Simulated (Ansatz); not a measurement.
**Hf16O31: geometry relaxation (part 1 of 3)**

System: Hf16O31 (defect cell, 47 atoms in the cell).
Method: DFT PBE, scalar-relativistic, plane waves, PAW, spin-polarised (Ansatz 0.2.0).

The structure derives from a Materials Project entry. Figures and captions count atoms from 1; the log counts them from 0 in places.

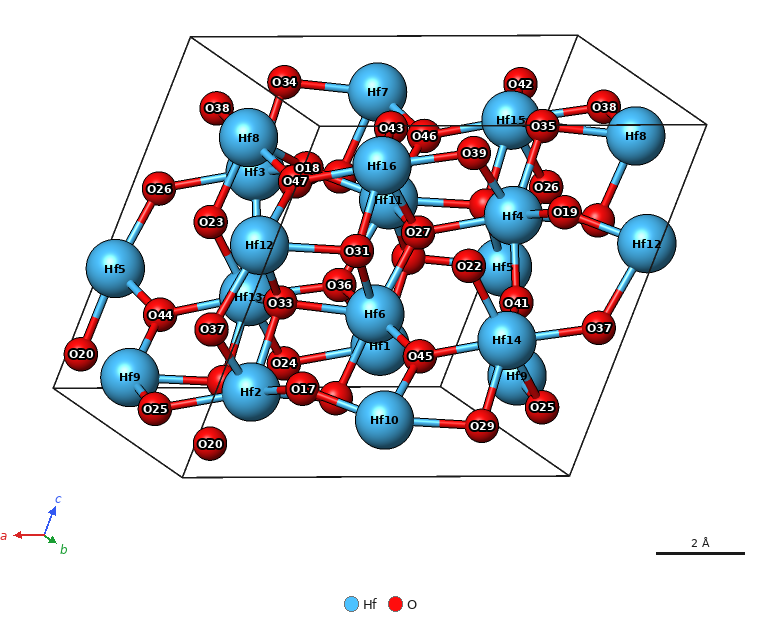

Figure 1. The input geometry (ball-and-stick view of the cell of the calculation, seen at an oblique angle; atoms are numbered from 1 in the order of the input). An atom can appear more than once, as a periodic image. Near neighbours in the periodic cell (some may lie outside the picture): Hf has 6 O at 2.02 to 2.28 Å; Hf has 7 O at 1.96 to 2.26 Å; O has 3 Hf at 1.96 to 2.21 Å; O has 4 Hf at 2.08 to 2.28 Å.

Results in brief

```csv
quantity,value
outcome,converged
electrons treated,602
free energy,−269213.8700 eV
Fermi energy,18.561 eV
net moment of the cell,0.00 μB
integrated absolute moment,0.00 μB
final volume,525.86 Å³
largest force (length of the vector) at the end,0.028 eV/Å
hardware,"4 threads of Arm Neoverse N1, 98 GiB of memory available, shared host"
wall time,13 min (CPU time 50 min)
peak memory,4.8 GiB
```

Remarks

Warnings of the run: some starting moments were not kept. Spin–orbit coupling is left out, which matters for Hf.

The input
```yaml
crystal:
  lattice:
    - [-5.219463, 5.004764, 5.032685]
    - [5.219463, -5.004764, 5.032685]
    - [5.219463, 5.004764, -5.032685]
  atoms:
    - { symbol: Hf, position: [0.2545306145, 0.136227047, 0.1508937468], spin: 0.5 }
    - { symbol: Hf, position: [0.75446, 0.637223, 0.150243] }
    - { symbol: Hf, position: [0.75446, 0.137223, 0.650243] }
    - { symbol: Hf, position: [0.25446, 0.637223, 0.650243] }
    - { symbol: Hf, position: [0.00446, 0.104217, 0.367237] }
    - { symbol: Hf, position: [0.497152535, 0.5991979086, 0.3610535581], spin: 0.5 }
    - { symbol: Hf, position: [0.50446, 0.104217, 0.867237] }
    - { symbol: Hf, position: [0.00446, 0.604217, 0.867237] }
    - { symbol: Hf, position: [0.9777741868, 0.3893656948, 0.1295569048], spin: 0.5 }
    - { symbol: Hf, position: [0.486981, 0.887223, 0.132763] }
    - { symbol: Hf, position: [0.486981, 0.387223, 0.632763] }
    - { symbol: Hf, position: [0.986981, 0.887223, 0.632763] }
    - { symbol: Hf, position: [0.736981, 0.354217, 0.349757] }
    - { symbol: Hf, position: [0.236981, 0.854217, 0.349757] }
    - { symbol: Hf, position: [0.236981, 0.354217, 0.849757] }
    - { symbol: Hf, position: [0.736981, 0.854217, 0.849757] }
    - { symbol: O, position: [0.725311, 0.87357, 0.219614] }
    - { symbol: O, position: [0.725311, 0.37357, 0.719614] }
    - { symbol: O, position: [0.225311, 0.87357, 0.719614] }
    - { symbol: O, position: [0.9640167243, 0.0029839494, 0.0972890305] }
    - { symbol: O, position: [0.4725460462, 0.5032487579, 0.0973196139] }
    - { symbol: O, position: [0.475311, 0.005697, 0.601741] }
    - { symbol: O, position: [0.975311, 0.505697, 0.601741] }
    - { symbol: O, position: [0.476205, 0.11312, 0.097033] }
    - { symbol: O, position: [0.976205, 0.61312, 0.097033] }
    - { symbol: O, position: [0.976205, 0.11312, 0.597033] }
    - { symbol: O, position: [0.476926774, 0.6208439539, 0.5988124139] }
    - { symbol: O, position: [0.726205, 0.379172, 0.113084] }
    - { symbol: O, position: [0.226205, 0.879172, 0.113084] }
    - { symbol: O, position: [0.226205, 0.379172, 0.613084] }
    - { symbol: O, position: [0.726205, 0.879172, 0.613084] }
    - { symbol: O, position: [0.2651905223, 0.1234998264, 0.3999324539] }
    - { symbol: O, position: [0.766088, 0.629172, 0.402967] }
    - { symbol: O, position: [0.766088, 0.129172, 0.902967] }
    - { symbol: O, position: [0.266088, 0.629172, 0.902967] }
    - { symbol: O, position: [0.5182949457, 0.3627735781, 0.3839791717], spin: 0.5 }
    - { symbol: O, position: [0.016088, 0.86312, 0.386916] }
    - { symbol: O, position: [0.0151469697, 0.3651002629, 0.8895603479] }
    - { symbol: O, position: [0.516088, 0.86312, 0.886916] }
    - { symbol: O, position: [0.653956, 0.12357, 0.398259] }
    - { symbol: O, position: [0.1517155082, 0.6208414728, 0.3976332786] }
    - { symbol: O, position: [0.1501605211, 0.1217149026, 0.8924545454] }
    - { symbol: O, position: [0.653956, 0.62357, 0.898259] }
    - { symbol: O, position: [0.9048189859, 0.2524757757, 0.2731954755] }
    - { symbol: O, position: [0.4049812925, 0.7572880371, 0.2807671936] }
    - { symbol: O, position: [0.403956, 0.255697, 0.780386] }
    - { symbol: O, position: [0.903956, 0.755697, 0.780386] }
magnetization:
  spin_polarized: true
basis:
  ecutwfc: 420
  fft_grid_basis: typed
kpoints:
  mp_grid: { grid: [2, 2, 2] }
hamiltonian:
  xc: pbe
  pseudopotentials: { kind: paw }
scf:
  occupations: { method: gaussian, width: 0.05 }
output:
  forces: true
  stress: false
  eigenvalues: false
  bader: false
  write_density: false
  volumetric_format: npy
  populations: true
relax:
  adjacent_minimum: "off"
  max_steps: 30
  f_tol: 0.05
```

Command:
```bash
ansatz run input.yaml --threads 4 --pin off --max-ram 10240MiB --backend cpu --events-out ev --progress --plain --runs-dir out
```

Output
```
settings of this run that can trade accuracy for cost: output.eigenvalues: false. Do not mix this run's numbers with those of runs without the same settings; the input reference describes each key
Engine: ansatz 0.2.0, aarch64-unknown-linux-gnu
Pseudopotentials: kind: paw
Pseudopotential: Hf, paw, valence charge 26, recommended cutoff 420 eV (normal), Hf.paw.azcp
Pseudopotential: O, paw, valence charge 6, recommended cutoff 420 eV (normal), O.paw.azcp
Functional definition: PBE
  parameter kappa = 0.804
  parameter beta = 0.06672455060314922
  exchange = pbe_x(kappa = kappa, mu = beta*pi^2/3)
  correlation = pbe_c(beta = beta)
Crystal: 47 atoms, lattice volume = 525.859 Å³
Basis set: ecut = 420 eV, 10293 PW (Γ), exchange–correlation on 120×120×120 points (8 copies of the dense FFT grid, shifted against one another)
Bands: 363, of which v1, the nominal top of the filled ones, is band 301 counted from 1 (300 counted from 0)
Symmetry: 1 space group operations
Space group: P1 (ITA 1), of the structure as read, at distance tolerance 8.1e-5 Å
Magnetic group: BNS 1.1 (UNI 1), of the structure as read, at distance tolerance 8.1e-5 Å
k-points: 8
Non-local potential: Hf, projectors of the file, l = 0: 3, l = 1: 2, l = 2: 2, l = 3: 3
Non-local potential: O, projectors of the file, l = 0: 2, l = 1: 2, l = 2: 1
PAW form: soft (Blöchl's): semilocal exchange-correlation on the pseudo side does not see the compensation charge
PAW one-centre angular grid: Hf, 590 points (default); XC on 64 Gauss nodes
PAW one-centre angular grid: O, 110 points (default); XC on 64 Gauss nodes
Initial density: superposition of atomic densities (chi_scale 0.1, normalization cell, long waves kept (reshape's long-wave potential 0.22 eV rms))
Starting moments: Σ|m| = 2 μB on 4 of 47 sites
Initial wavefunctions: pseudopotential atomic-orbital guess
Functional: x = pbe(κ = 0.804, μ = 0.2195149727645171), c = pbe(β = 0.06672455060314922)
SCF iter   1: F=—  HF=-269220.599176 eV  |F-HF|=—  |Δ(HF+E_count)|=         —  Δρ=4.30e-2 (↑4.30e-2 ↓4.24e-2)  dr2=3.37e1  dr2_m=2.19e-1  M=0.000 μB ∫|m|=0.594 μB  β_m=0.30  ethr=3.10e-3  ⟨swp⟩=5.0  Hψ=16929  notcnv=0  defer=184
Mixer restart at iter 1: flushing history
preconditioner: auto → Resta (q_TF=auto, 2.790 Å⁻¹)  ε∞=5.2  [insulator: Δε(μ)=1.372 eV  Ē_g=18.941 eV  σ=0.050 eV  W_gap=1.00  n_scr=192 (ndim 8)  ℏωp=38.7 eV  f_vac=0.001  D(μ)=0.00/eV (n_scr^D=0)  ε∞_Penn≈5.2]
spin=Collinear: Resta preconditioning applied to the charge; magnetization (m = ρ↑ − ρ↓) channel mixes plain (no charge-response kernel on spin).
SCF iter   2: F=—  HF=-269215.338112 eV  |F-HF|=—  |Δ(HF+E_count)|=    5.26e0  Δρ=2.84e-2 (↑2.78e-2 ↓2.84e-2)  dr2=1.50e1  dr2_m=1.24e-1  M=0.000 μB ∫|m|=0.435 μB  β_m=0.53  ethr=3.10e-3  ⟨swp⟩=3.0  Hψ=11355  notcnv=0  defer=885
SCF iter   3: F=—  HF=-269213.354680 eV  |F-HF|=—  |Δ(HF+E_count)|=    1.98e0  Δρ=1.10e-2 (↑1.03e-2 ↓1.10e-2)  dr2=2.41e0  dr2_m=1.34e-2  M=0.000 μB ∫|m|=0.164 μB  β_m=0.55  ethr=2.48e-3  ⟨swp⟩=2.1  Hψ=7399  notcnv=0  defer=885
SCF iter   4: F=—  HF=-269213.326241 eV  |F-HF|=—  |Δ(HF+E_count)|=   2.84e-2  Δρ=3.91e-3 (↑3.91e-3 ↓3.84e-3)  dr2=2.63e-1  dr2_m=5.59e-4  M=0.000 μB ∫|m|=0.043 μB  β_m=0.71  ethr=4.01e-4  ⟨swp⟩=2.9  Hψ=11687  notcnv=0  defer=878
SCF iter   5: F=—  HF=-269213.433317 eV  |F-HF|=—  |Δ(HF+E_count)|=         —  Δρ=1.35e-3 (↑1.35e-3 ↓1.33e-3)  dr2=4.92e-2  dr2_m=5.81e-5  M=0.000 μB ∫|m|=0.015 μB  β_m=0.71  ethr=4.36e-5  ⟨swp⟩=2.0  Hψ=9303  notcnv=0  defer=878
Mixer restart at iter 5: flushing history
SCF iter   6: F=—  HF=-269213.435362 eV  |F-HF|=—  |Δ(HF+E_count)|=   2.04e-3  Δρ=9.75e-4 (↑9.75e-4 ↓9.66e-4)  dr2=1.68e-2  dr2_m=1.37e-5  M=0.000 μB ∫|m|=0.008 μB  β_m=0.68  ethr=8.17e-6  ⟨swp⟩=2.0  Hψ=10624  notcnv=0  defer=878
SCF iter   7: F=—  HF=-269213.436628 eV  |F-HF|=—  |Δ(HF+E_count)|=   1.27e-3  Δρ=4.74e-4 (↑4.72e-4 ↓4.74e-4)  dr2=6.02e-3  dr2_m=4.66e-6  M=0.000 μB ∫|m|=0.005 μB  β_m=0.72  ethr=2.78e-6  ⟨swp⟩=2.0  Hψ=10624  notcnv=0  defer=878
SCF iter   8: F=—  HF=-269213.438902 eV  |F-HF|=—  |Δ(HF+E_count)|=   2.27e-3  Δρ=2.69e-4 (↑2.69e-4 ↓2.66e-4)  dr2=1.73e-3  dr2_m=3.19e-7  M=0.000 μB ∫|m|=0.001 μB  β_m=0.68  ethr=1.00e-6  ⟨swp⟩=2.0  Hψ=9557  notcnv=0  defer=878
SCF iter   9: F=—  HF=-269213.439264 eV  |F-HF|=—  |Δ(HF+E_count)|=   3.62e-4  Δρ=7.53e-5 (↑7.53e-5 ↓7.50e-5)  dr2=1.57e-4  dr2_m=1.71e-8  M=0.000 μB ∫|m|=0.000 μB  β_m=0.81  ethr=2.88e-7  ⟨swp⟩=2.0  Hψ=9600  notcnv=0  defer=878
SCF iter  10: F=—  HF=-269213.439333 eV  |F-HF|=—  |Δ(HF+E_count)|=   6.96e-5  Δρ=3.32e-5 (↑3.20e-5 ↓3.32e-5)  dr2=1.87e-5  dr2_m=6.58e-9  M=0.000 μB ∫|m|=0.000 μB  β_m=0.74  ethr=2.60e-8  ⟨swp⟩=2.0  Hψ=9600  notcnv=0  defer=878
SCF iter  11: F=-269213.439336 eV  HF=-269213.439336 eV  |F-HF|=1.07e-7  |Δ(HF+E_count)|=   2.82e-6  Δρ=1.19e-5 (↑1.19e-5 ↓1.15e-5)  dr2=2.42e-6  dr2_m=4.03e-9  M=0.000 μB ∫|m|=0.000 μB  ethr=3.10e-9  ⟨swp⟩=1.5  Hψ=16945  notcnv=0
WARN: the starting moments were not kept: the SCF closed with an absolute magnetisation of 1.4e-4 μB, where they sum to 2 μB in size (4 sites). That is at most 0.1 of that sum. Measured as dr2_m measures the in/out step, that magnetisation stands 8.4e-10 eV from none, at or under the dr2_threshold of 6.3e-5 eV: it is no larger than a step whose dr2_m would equal this threshold. The system may hold no moment; this SCF shows only that its start led to no more than that. To try another start: raise the starting moments (crystal.atoms[].spin, magnetization.per_species, magnetization.initial_magnetization, or on a non-collinear deck that types none of these the spinor_matrix: blocks that start its atoms; where the total moment is fixed, keep their sum and leave initial_magnetization as it is; typed ones take the place of any that the run laid by itself, positive ones on a crystal's lanthanoids without a Hubbard term where scf.initial_density.shell_occupations: [] is typed) or, if the notice of its spin-set hold's release reads "site moments contracting" or "site moments show no strong build", lengthen the hold (scf.mixing.spin_hold: { on: { confirm: 4 } }; for m-r²SCAN on two components see the key's manual first). Each may lead to a state that holds a moment. A second SCF, from the converged charge density, with the starting moments and any scf.initial_density.shell_occupations laid on it anew, would have followed, and was not run: the deck does not ask for one (magnetization.retry_lost_moments is false, the default). To let it run, set magnetization.retry_lost_moments: true and run the deck again, where that key's refused combinations let it; where memory then withholds it, that run's warning says so.
SCF 1 converged in 11 iterations: F = -269213.439336 eV  dr2 = 2.42e-6
  greatest PAW one-centre occupation: 0.999 electrons in one spin orbital (limit 2), on the Hf atom at site 3 (counted from 0), in its partial waves of l = 0
relax step   1: F+E_penalty+E_count = -269213.43933584 eV  Δ(F+E_penalty+E_count) = +0.000e0 eV  max|allowed force component| = 1.404e0 eV/Å  Δτ_max = 0.0000 Å  (11 SCF iters, dr2 threshold 6.25e-5 eV, accepted)
Initial density: handed on by an earlier stage of this run
Starting moments: Σ|m| = 2 μB on 4 of 47 sites; this step starts from the density that it was given
Initial wavefunctions: those handed on with the density
iter 1 solved again at ethr=4.59e-5 eV; its pass at ethr=3.10e-3 eV (dr2=2.76e-1 eV) is discarded
SCF iter   1: F=—  HF=-269213.815300 eV  |F-HF|=—  |Δ(HF+E_count)|=         —  Δρ=5.40e-3 (↑4.91e-3 ↓5.40e-3)  dr2=2.72e-1  dr2_m=1.87e-2  M=0.000 μB ∫|m|=0.032 μB  β_m=0.30  ethr=4.59e-5  ⟨swp⟩=1.6  Hψ=15975  notcnv=0  defer=882
preconditioner: auto → Resta (q_TF=auto, 2.790 Å⁻¹)  ε∞=5.5  [insulator: Δε(μ)=1.485 eV  Ē_g=18.188 eV  σ=0.050 eV  W_gap=1.00  n_scr=192 (ndim 8)  ℏωp=38.7 eV  f_vac=0.036  D(μ)=0.00/eV (n_scr^D=0)  ε∞_Penn≈5.5]
spin=Collinear: Resta preconditioning applied to the charge; magnetization (m = ρ↑ − ρ↓) channel mixes plain (no charge-response kernel on spin).
SCF iter   2: F=—  HF=-269213.783931 eV  |F-HF|=—  |Δ(HF+E_count)|=   3.14e-2  Δρ=3.71e-3 (↑3.46e-3 ↓3.71e-3)  dr2=1.20e-1  dr2_m=9.95e-3  M=0.000 μB ∫|m|=0.026 μB  β_m=0.59  ethr=4.52e-5  ⟨swp⟩=2.0  Hψ=7836  notcnv=0  defer=882
SCF iter   3: F=—  HF=-269213.772065 eV  |F-HF|=—  |Δ(HF+E_count)|=   1.19e-2  Δρ=7.05e-4 (↑7.05e-4 ↓6.23e-4)  dr2=5.73e-3  dr2_m=2.94e-4  M=0.000 μB ∫|m|=0.005 μB  β_m=0.61  ethr=2.00e-5  ⟨swp⟩=2.0  Hψ=10494  notcnv=0  defer=882
SCF iter   4: F=—  HF=-269213.773065 eV  |F-HF|=—  |Δ(HF+E_count)|=   1.00e-3  Δρ=2.42e-4 (↑2.42e-4 ↓2.13e-4)  dr2=1.40e-3  dr2_m=1.69e-5  M=0.000 μB ∫|m|=0.002 μB  β_m=0.76  ethr=9.51e-7  ⟨swp⟩=2.0  Hψ=9568  notcnv=0  defer=882
SCF iter   5: F=—  HF=-269213.773170 eV  |F-HF|=—  |Δ(HF+E_count)|=   1.05e-4  Δρ=7.18e-5 (↑7.18e-5 ↓7.18e-5)  dr2=1.70e-4  dr2_m=2.72e-8  M=0.000 μB ∫|m|=0.000 μB  β_m=0.73  ethr=2.33e-7  ⟨swp⟩=2.0  Hψ=10059  notcnv=0  defer=882
SCF iter   6: F=-269213.773082 eV  HF=-269213.773152 eV  |F-HF|=6.99e-5  |Δ(HF+E_count)|=   1.82e-5  Δρ=5.17e-5 (↑5.17e-5 ↓5.04e-5)  dr2=5.79e-5  dr2_m=1.06e-7  M=0.000 μB ∫|m|=0.000 μB  ethr=1.66e-8  ⟨swp⟩=3.0  Hψ=20325  notcnv=0
the starting moments were not kept: the SCF closed with an absolute magnetisation of 1.4e-4 μB, where they sum to 2 μB in size (4 sites). That is at most 0.1 of that sum. Measured as dr2_m measures the in/out step, that magnetisation stands 1.8e-9 eV from none, at or under the dr2_threshold of 1.0e-4 eV: it is no larger than a step whose dr2_m would equal this threshold.
SCF 2 converged in 6 iterations: F = -269213.773082 eV  dr2 = 5.79e-5
  greatest PAW one-centre occupation: 0.999 electrons in one spin orbital (limit 2), on the Hf atom at site 10 (counted from 0), in its partial waves of l = 0
relax step   2: F+E_penalty+E_count = -269213.77308179 eV  Δ(F+E_penalty+E_count) = -3.337e-1 eV  max|allowed force component| = 4.881e-1 eV/Å  Δτ_max = 0.1217 Å  (6 SCF iters, dr2 threshold 1.00e-4 eV, accepted)
```
